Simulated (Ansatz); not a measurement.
**Pb₂O: density, localisation and related maps**

```yaml
crystal:
  lattice:
    - [5.47579, 0.00000, 0.00000]
    - [0.00000, 5.47579, 0.00000]
    - [0.00000, 0.00000, 5.47579]
  atoms:
    - { symbol: Pb, position: [0.25000, 0.25000, 0.25000] }
    - { symbol: Pb, position: [0.75000, 0.75000, 0.25000] }
    - { symbol: Pb, position: [0.25000, 0.75000, 0.75000] }
    - { symbol: Pb, position: [0.75000, 0.25000, 0.75000] }
    - { symbol: O, position: [0.00000, 0.00000, 0.00000] }
    - { symbol: O, position: [0.50000, 0.50000, 0.50000] }
```

Space group Pn-3m; a structure generated by program, which may or may not match a known phase.

These are results of DFT PBE, scalar-relativistic, plane waves, PAW (Ansatz 0.2.0), not measurements.

In a PAW calculation such maps are meaningful between the atoms, not at the nuclei.

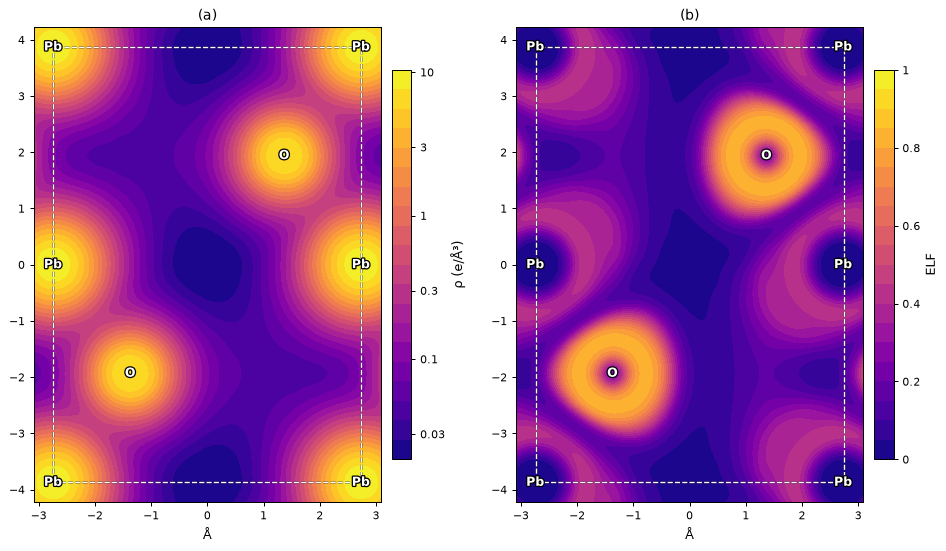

Figure 1. (a) valence electron density; (b) ELF on the (101) plane of the conventional cell.

> Describe what can be read from this map.

The plane passes through Pb and O nuclei. Pb–O (2.37 Å): ρ at the midpoint is about 0.42 e/Å³; the ELF is about 0.15 at the midpoint: no localised pair shows between them. Between the atoms the lowest density in this plane is 0.02 e/Å³.

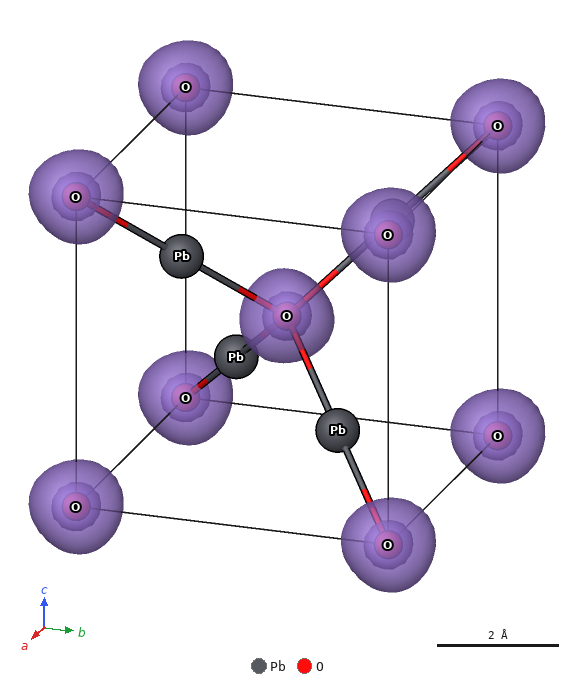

Figure 2. Isosurface of the ELF at 0.75 (purple), seen at an oblique angle. Core shells and regions of very low density are left out. Sticks mark near contacts.

> Identify the bonds, lone pairs and shells in this picture.

The ELF exceeds this value in two regions wrapped around O (the valence shell of each), counted in one cell of 6 atoms. Any copies at cell faces, edges or corners count once.

> Does the calculation give a band gap?

It is gapless in this calculation (a metal or semimetal).
